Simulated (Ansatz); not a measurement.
Input file:

```
crystal:
  lattice:
    - [5.6324246406, 0.0, 0.0]
    - [-2.8162123203, 4.8778228237, 0.0]
    - [0.0, 0.0, 26.2782831921]
  atoms:
    - { symbol: Al, position: [0.3333333333, 0.1666666667, 0.3234610092] }
    - { symbol: Al, position: [0.3333333333, 0.6666666667, 0.3234610092] }
    - { symbol: Al, position: [0.8333333333, 0.1666666667, 0.3234610092] }
    - { symbol: Al, position: [0.8333333333, 0.6666666667, 0.3234610092] }
    - { symbol: Al, position: [0.6666666667, 0.3333333333, 0.4109639756] }
    - { symbol: Al, position: [0.6666666667, 0.8333333333, 0.4109639756] }
    - { symbol: Al, position: [0.1666666667, 0.3333333333, 0.4109639756] }
    - { symbol: Al, position: [0.1666666667, 0.8333333333, 0.4109639756] }
    - { symbol: Al, position: [0.0, 0.5, 0.4979598085] }
    - { symbol: Al, position: [0.0, 0.0, 0.4979598085] }
    - { symbol: Al, position: [0.5, 0.5, 0.4979598085] }
    - { symbol: Al, position: [0.5, 0.0, 0.4979598085] }
    - { symbol: Al, position: [0.3333333333, 0.6666666667, 0.5866142672] }
    - { symbol: Al, position: [0.3333333333, 0.1666666667, 0.5866142672] }
    - { symbol: Al, position: [0.8333333333, 0.6666666667, 0.5866142672] }
    - { symbol: Al, position: [0.8333333333, 0.1666666667, 0.5866142672] }
    - { symbol: O, position: [0.3333333333, 0.6666666667, 0.6672892484] }
    - { symbol: H, position: [0.3529349173, 0.8323580881, 0.6817498582] }
    - { symbol: H, position: [0.1660761383, 0.5229645481, 0.6817498582] }
basis:
  ecutwfc: 420
kpoints:
  mp_grid: { grid: [6, 6, 1] }
hamiltonian:
  xc: pbe
  dispersion: d3bj
scf:
  occupations: { method: gaussian, width: 0.1 }
output:
  forces: true
  eigenvalues: true
  write_density: true
  write_potential: true
  elf: true
  volumetric_format: npy
relax:
  adjacent_minimum: "off"
  f_tol: 0.03
  max_steps: 70
  constraints: [{ sites: [0, 1, 2, 3, 4, 5, 6, 7] }]
efield:
  axis: 3
  dipole_correction: true
  ramp_width: 0.04
```

Command:

```sh
ansatz run input.yaml --threads 4 --pin off --max-ram 10240MiB --backend cpu --events-out ev --progress --plain --runs-dir out
```

The fields are those of the run's last geometry, not of the input's.

Level of theory: DFT PBE+D3(BJ), scalar-relativistic, plane waves, PAW (Ansatz 0.2.0).

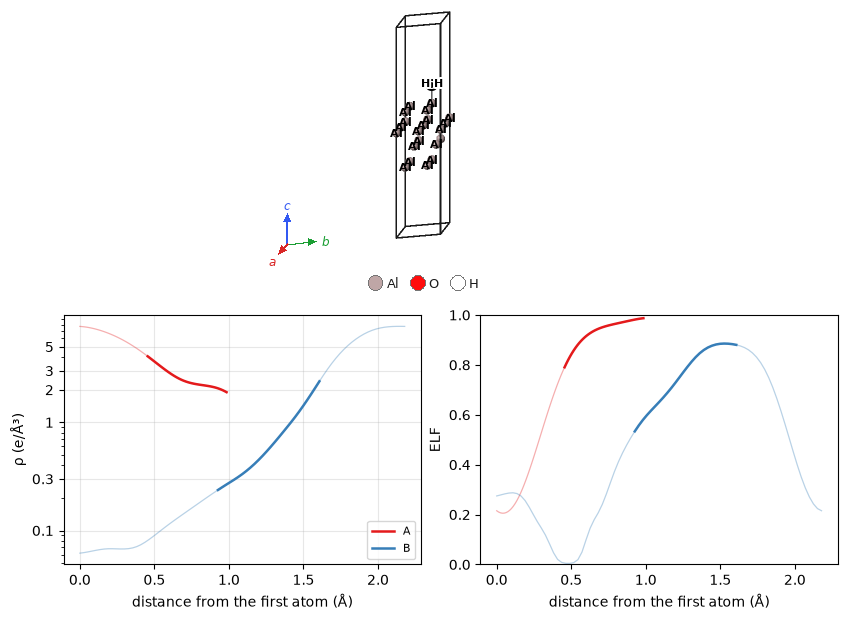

Al₁₆H₂O (slab). Valence electron density and electron localisation function along straight lines between neighbouring atoms. Thin, pale parts lie inside the atomic spheres. The structure is drawn too.

In a PAW calculation such maps are meaningful between the atoms, not at the nuclei.

Which curve belongs to which contact (Al–O and O–H)? The first atom named is at distance zero.

Curve A: O–H (0.98 Å): ρ at the midpoint is about 3.7 e/Å³; the ELF climbs to about 1 towards the hydrogen, as it does in any bond to H (a covalent bond by its length). Curve B: Al–O (2.18 Å): ρ is about 0.33 e/Å³ halfway; the ELF peaks at about 0.90 in the valence shell of O, 0.7 Å from its nucleus, and is about 0.65 at the midpoint.
